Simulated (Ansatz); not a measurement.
# Run report: Ta, single-point calculation

System: Ta (2 atoms in the cell).
Method: DFT PBE, scalar-relativistic, plane waves, PAW, no spin polarisation (Ansatz 0.2.0).

The structure derives from an entry of the Crystallography Open Database. It belongs to a series of runs on one base structure; here: mode 4 (88.7 1/cm) frozen in, largest displacement +0.025 A. Figures and captions count atoms from 1; the log counts them from 0 in places.

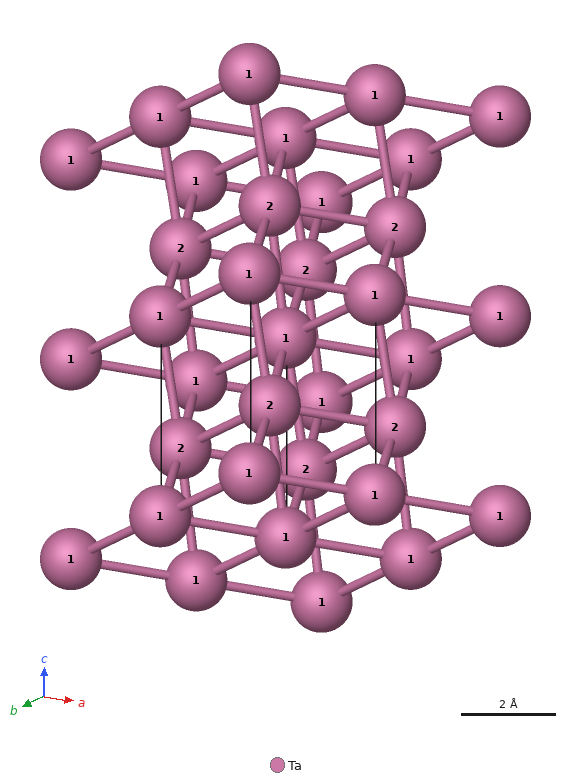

Figure 1. The input geometry (ball-and-stick view of the cell of the calculation, repeated 2 × 2 × 2, seen at an oblique angle; atoms are numbered from 1 in the order of the input). An atom can appear more than once, as a periodic image. Near neighbours in the periodic cell (some may lie outside the picture): Ta has 8 Ta at 2.87 Å.

## Input file
```yaml
crystal:
  lattice:
    - [-1.6593948201, 1.6593948201, 1.6593948201]
    - [1.6593948201, -1.6593948201, 1.6593948201]
    - [3.3187896402, 3.3187896402, 0.0]
  atoms:
    - { symbol: Ta, position: [-0.0053265411, 0.0053265411, 0.0] }
    - { symbol: Ta, position: [0.5053265411, 0.4946734589, 0.5] }
basis:
  ecutwfc: 420
kpoints:
  mp_grid: { grid: [22, 22, 14] }
hamiltonian:
  xc: pbe
scf:
  occupations: { method: gaussian, width: 0.15 }
output:
  forces: true
  stress: true
  eigenvalues: true
  write_density: true
  write_potential: true
  elf: true
  volumetric_format: npy
```

Hardware: 2 threads of Intel Xeon @ 2.50GHz (Skylake/Cascade Lake), 189 GiB of memory available, shared host.

Launched with:
```bash
ansatz run input.yaml --threads 2 --pin off --max-ram 5120MiB --backend cpu --events-out ev --progress --plain --runs-dir out
```

## Log
```
Engine: ansatz 0.2.0, x86_64-unknown-linux-gnu
Pseudopotentials: kind: paw
Pseudopotential: Ta, paw, valence charge 13, recommended cutoff 420 eV (normal), Ta.paw.azcp
Functional definition: PBE
  parameter kappa = 0.804
  parameter beta = 0.06672455060314922
  exchange = pbe_x(kappa = kappa, mu = beta*pi^2/3)
  correlation = pbe_c(beta = beta)
Crystal: 2 atoms, lattice volume = 36.554 Å³
Basis set: ecut = 420 eV, 729 PW (Γ), exchange–correlation on 40×40×64 points (8 copies of the dense FFT grid, shifted against one another)
Bands: 17, of which v1, the nominal top of the filled ones, is band 13 counted from 1 (12 counted from 0)
Symmetry: 8 space group operations
Space group: Cmcm (ITA 63), of the structure as read, at distance tolerance 3.3e-5 Å
k-points: 1064 of 6776
Non-local potential: Ta, projectors of the file, l = 0: 3, l = 1: 2, l = 2: 2, l = 3: 1
PAW form: soft (Blöchl's): semilocal exchange-correlation on the pseudo side does not see the compensation charge
PAW one-centre angular grid: Ta, 590 points (default); XC on 64 Gauss nodes
Initial density: superposition of atomic densities (neutral atoms: chi_scale 0, normalization atom), corrected by the library's trained network
Initial wavefunctions: pseudopotential atomic-orbital guess
Functional: x = pbe(κ = 0.804, μ = 0.2195149727645171), c = pbe(β = 0.06672455060314922)
SCF iter   1: F=—  HF=-19864.512327 eV  |F-HF|=—  |Δ(HF+E_count)|=         —  Δρ=2.10e-3  dr2=4.58e-4  ethr=1.77e-3  ⟨swp⟩=5.0  Hψ=78784  notcnv=0
preconditioner: auto → none  [metal: Δε(μ)=0.001 eV  Ē_g=4.928 eV  σ=0.150 eV  W_gap=0.00  n_scr=6 (ndim 8)  ℏωp=19.4 eV  f_vac=0.000  D(μ)=2.69/eV (n_scr^D=30)  sad-step TF]
SCF iter   2: F=—  HF=-19864.512777 eV  |F-HF|=—  |Δ(HF+E_count)|=   4.50e-4  Δρ=1.19e-3  dr2=1.90e-4  ethr=1.76e-6  ⟨swp⟩=2.6  Hψ=41282  notcnv=0
SCF iter   3: F=—  HF=-19864.512952 eV  |F-HF|=—  |Δ(HF+E_count)|=   1.74e-4  Δρ=3.83e-4  dr2=3.48e-5  ethr=7.31e-7  ⟨swp⟩=2.9  Hψ=32177  notcnv=0
SCF iter   4: F=—  HF=-19864.512945 eV  |F-HF|=—  |Δ(HF+E_count)|=   6.34e-6  Δρ=1.61e-4  dr2=4.27e-6  ethr=1.34e-7  ⟨swp⟩=3.0  Hψ=32243  notcnv=0
SCF iter   5: F=—  HF=-19864.512944 eV  |F-HF|=—  |Δ(HF+E_count)|=   1.43e-6  Δρ=3.68e-5  dr2=1.55e-7  ethr=1.64e-8  ⟨swp⟩=2.1  Hψ=29756  notcnv=0
SCF iter   6: F=-19864.512944 eV  HF=-19864.512944 eV  |F-HF|=1.62e-9  |Δ(HF+E_count)|=   1.09e-8  Δρ=2.92e-6  dr2=2.09e-9  ethr=3.85e-10  ⟨swp⟩=8.7  Hψ=112938  notcnv=0
SCF 1 converged in 6 iterations: F = -19864.512944 eV  dr2 = 2.09e-9
  greatest PAW one-centre occupation: 0.999 electrons in one spin orbital (limit 2), on the Ta atom at site 1 (counted from 0), in its partial waves of l = 0
SCF converged after 6 iterations
Free energy (F): -19864.512944 eV
Harris-Foulkes:  -19864.512944 eV  (|F-HF|=1.62e-9)
Internal energy: -19864.482668 eV  (E = F + TS)
E sigma→0 (E₀):  -19864.497806 eV
Entropy (-TS):   -0.030276 eV (-15.138 meV/atom)
Fermi energy:    18.335446 eV
--- Per-component energies (eV) ---
  E_band       = -214.947892
  E_kinetic    = 731.268206
  E_local      = -1111.645625  (includes V_loc(G=0)·N_el)
  E_nonlocal   = 29.454727
  E_hartree    = 384.828093
  E_xc         = -436.702110
  E_vxc        = -407.807216  (∫ρ·V_xc dr)
  E_paw        = -16793.195186  (= ΣΔE_a)
  E_vpaw       = -225.875338  (= ΣTr[D̂ρ^β])
  E_aug_tail   = 0.000266  (compensation charges beyond the density's cutoff)
  E_ewald      = -2668.491041
  E_smearing   = -0.030276  (= −TS)
  E_closure    = 0.000000  (closes the sum)
  Σ components = -19864.512944   (vs F -19864.512944, Δ=0.00e0)
--- Forces (eV/Å), atoms counted from 1 ---
  atom   1  Ta    -0.09227172     0.09227172     0.00000000
  atom   2  Ta     0.09227172    -0.09227172     0.00000000
  max |Σ_I F_I| component: 1.39e-17 eV/Å
--- Stress (GPa, compression-positive) ---
        0.202071      -0.039140       0.000000
       -0.039140       0.202071       0.000000
        0.000000       0.000000       0.246485
  P = ⅓ Tr σ = 0.2169 GPa (2.169 kbar)
--- Band table (eV; the first three rows and the last of 1064) ---
  k-point 0: bands = ["-48.7803", "-48.6716", "-15.8708", "-15.1107", "-14.7553", "-14.7487", "-14.7481", "-14.7477", "10.4895", "14.0236", "16.8344", "19.0628", "19.0724", "19.0726", "19.8539", "22.1590", "22.2808"]
  k-point 1: bands = ["-48.7790", "-48.6729", "-15.8577", "-15.1063", "-14.7633", "-14.7552", "-14.7534", "-14.7478", "10.5456", "14.0206", "16.8563", "19.0257", "19.0628", "19.1276", "19.7063", "22.1748", "22.2207"]
  k-point 2: bands = ["-48.7750", "-48.6770", "-15.8191", "-15.0934", "-14.8081", "-14.7673", "-14.7549", "-14.7481", "10.7118", "14.0033", "16.9213", "18.9182", "19.0275", "19.2923", "19.3391", "22.0532", "22.1776"]
  k-point 1063: bands = ["-48.6312", "-48.6312", "-15.7053", "-15.7053", "-15.3260", "-15.3260", "-15.1542", "-15.1542", "15.4385", "15.4385", "16.4762", "16.4762", "19.4432", "19.4432", "20.0453", "20.0453", "25.5057"]
```

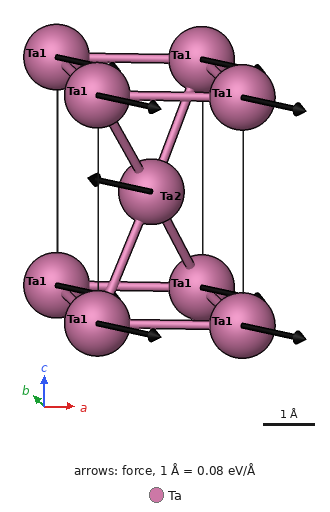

Figure 2. Forces on the atoms as black arrows (ball-and-stick view of the cell of the calculation, seen slightly off an axis; atoms are numbered from 1 in the order of the input). The largest act on Ta1, Ta2 (0.13 eV/Å). The geometry is not a stationary point of this energy.

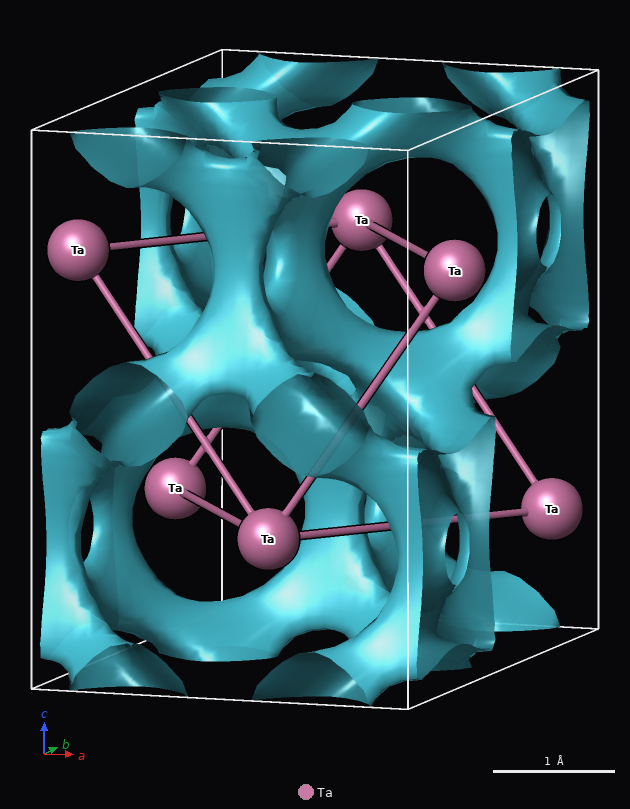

Figure 3. Isosurface of the ELF at 0.45 (cyan), seen slightly off an axis. Core shells and regions of very low density are left out. Sticks mark near contacts. The outline is the cell set on symmetry axes. Along the contacts the grid gives the following. Ta–Ta (2.87 Å): the ELF is about 0.30 at the midpoint (no shared electron pair). Core electrons are frozen (PAW), so the fields are smoothed inside the atomic spheres.

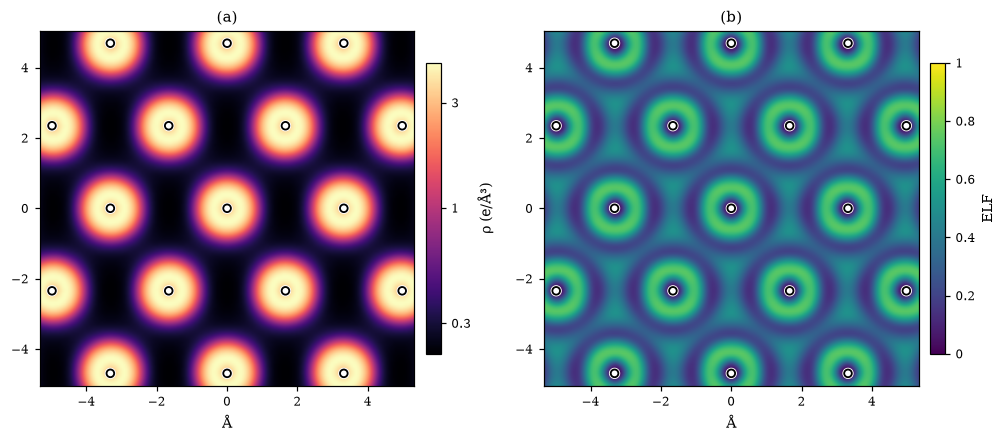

Figure 4. (a) valence electron density; (b) ELF on the (010) plane of the conventional cell. Circles mark the nuclei in the plane (Ta). Atoms in the plane: Ta. Ta–Ta (2.87 Å): the density is about 0.3 e/Å³ at the midpoint; the ELF is about 0.30 at the midpoint (no shared electron pair). Away from the nuclei the density in this plane falls to 0.22 e/Å³ at its lowest. The strong features right at Ta lie inside the PAW spheres (semicore, d or f shells) and say nothing about bonding.

## Summary

```csv
quantity,value
outcome,converged
space group (tolerance 0.01 Å),Cmcm (63)
electrons treated,26
free energy,−19864.5129 eV
Fermi energy,18.335 eV
gap on the k-point mesh,none (metallic)
pressure,0.22 GPa
largest force (length of the vector),0.130 eV/Å
wall time,52 s (CPU time 98 s)
peak memory,0.77 GiB
```

Spin–orbit coupling is left out, which matters for Ta.
